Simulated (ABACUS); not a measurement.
# Be: 7 runs along one coordinate

System: Be (Im-3m, 1 atom in the cell).
Method: Kohn-Sham DFT of a periodic cell, PBE, PseudoDojo NC SR 0.4.1 PBE standard, no spin polarisation (ABACUS 3.10.1).

The 7 runs differ only in the geometry, by an even scaling of the cell at fixed fractional positions. The structure derives from a Materials Project entry.

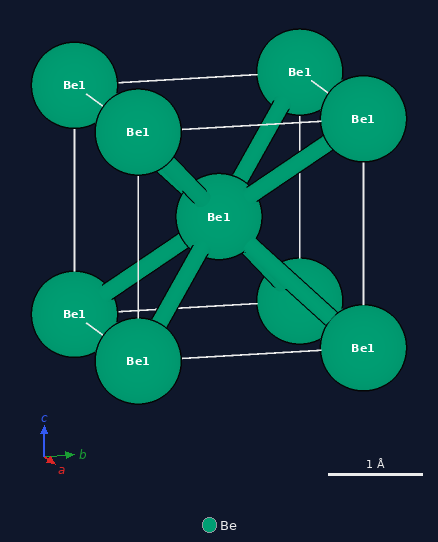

Figure 1. The structure of run 4 (ball-and-stick view of the cell 2 times as large as that of the calculation, set on its symmetry axes, seen slightly off an axis; atoms are numbered from 1 in the order of the input).

### The input of run 4
```
INPUT_PARAMETERS
suffix              Be
calculation         scf
basis_type          lcao
pseudo_dir          ./
orbital_dir         ./
symmetry            1
dft_functional      pbe
ecutwfc             100
pseudo_rcut         10
nspin               1
nbands              6
ks_solver           genelpa
smearing_method     fd
smearing_sigma      0.00367493
scf_thr             1e-07
scf_nmax            100
mixing_type         broyden
mixing_beta         0.7
cal_force           1
cal_stress          1
out_mul             1
```

### File STRU of run 4
```
ATOMIC_SPECIES
Be 9.0122 Be.upf

NUMERICAL_ORBITAL
Be_confined-atom_7au_3s1p.orb

LATTICE_CONSTANT
1.8897261246

LATTICE_VECTORS
-1.2531209513 1.2531209513 1.2531209513
1.2531209513 -1.2531209513 1.2531209513
1.2531209513 1.2531209513 -1.2531209513

ATOMIC_POSITIONS
Direct

Be
0.0
1
0.0000000000 0.0000000000 0.0000000000 1 1 1
```

### File KPT of run 4
```
K_POINTS
0
Gamma
15 15 15 0 0 0
```

Command:
```bash
OMP_NUM_THREADS=1 mpirun -np 4 abacus > log
```

Run 5 differs from it as follows:
```diff
--1.2531209513 1.2531209513 1.2531209513
-1.2531209513 -1.2531209513 1.2531209513
-1.2531209513 1.2531209513 -1.2531209513
+-1.2614200074 1.2614200074 1.2614200074
+1.2614200074 -1.2614200074 1.2614200074
+1.2614200074 1.2614200074 -1.2614200074
```

### Results, with one run withheld

```tsv
run	volume per atom (Å³)	free energy per atom, from the lowest run given (meV)	pressure (GPa)
1	7.399	12.97	9.28
2	7.556	5.56	5.88
3	7.714	1.30	2.78
4	7.871	0.00	−0.06
5	8.029	?	?
6	8.186	5.15	−5.01
7	8.343	11.17	−7.16
```

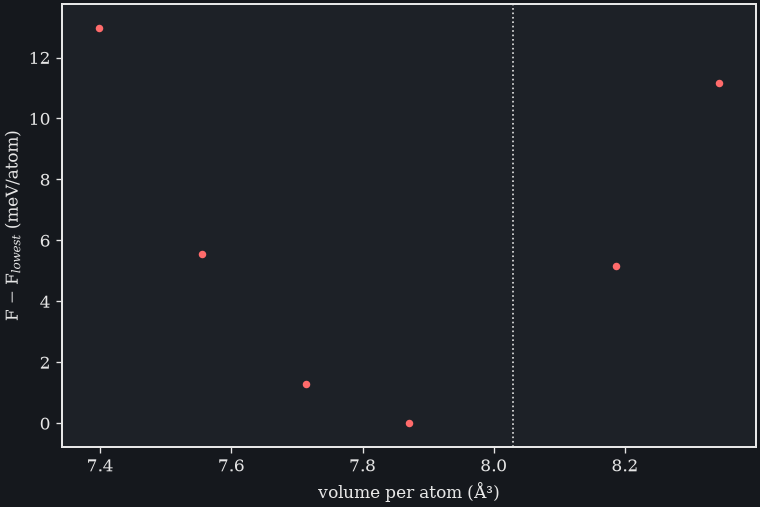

Figure 2. Free energy per atom of the runs given; the dotted line marks run 5.

Fit the runs given and predict run 5.

A cubic polynomial in V^(−2/3) (the Birch–Murnaghan form), fitted to the 6 runs given, misses them by at most 0.01 meV per atom. With x = V^(−2/3) − 0.25354 Å⁻², it reads F = 0.059589 + 174.53 x + 1.1733e+05 x² − 1.2635e+05 x³ (meV per atom). At run 5 it gives 1.36 meV per atom, and the run itself gives 1.35. The slope of the fit gives a pressure −dF/dV of −2.67 GPa there, and the run prints −2.65 GPa. The fit has its minimum at 7.868 Å³ per atom, where V d²F/dV² gives 136 GPa: the bulk modulus at this level, since symmetry fixes the shape and the positions.

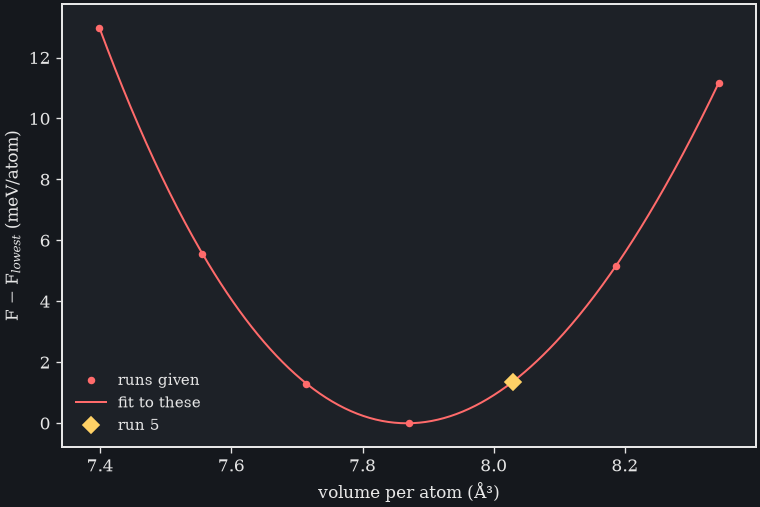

Figure 3. The fit and the withheld run.

### Some lines of the output (run 5)
```
[...]
                          Volume (Bohr^3) = 54.1796
                             Volume (A^3) = 8.02858
 E_Fermi        0.7023541510         9.5560184671
 E_Fermi        0.7023783685         9.5563479641
 E_Fermi        0.7024089823         9.5567644857
 E_Fermi        0.7024139711         9.5568323611
 E_Fermi        0.7024138532         9.5568307577
 E_KS(sigma->0) -27.8946827350       -379.5266290983
 E_Fermi        0.7024138139         9.5568302232
 final etot is -379.52713527 eV
 EFERMI = 9.5568302232 eV
 TOTAL-PRESSURE: -26.491733 KBAR
 !FINAL_ETOT_IS -379.5271352663928610 eV
```

Notes: Points of doubt noted for this run: home made orbitals.
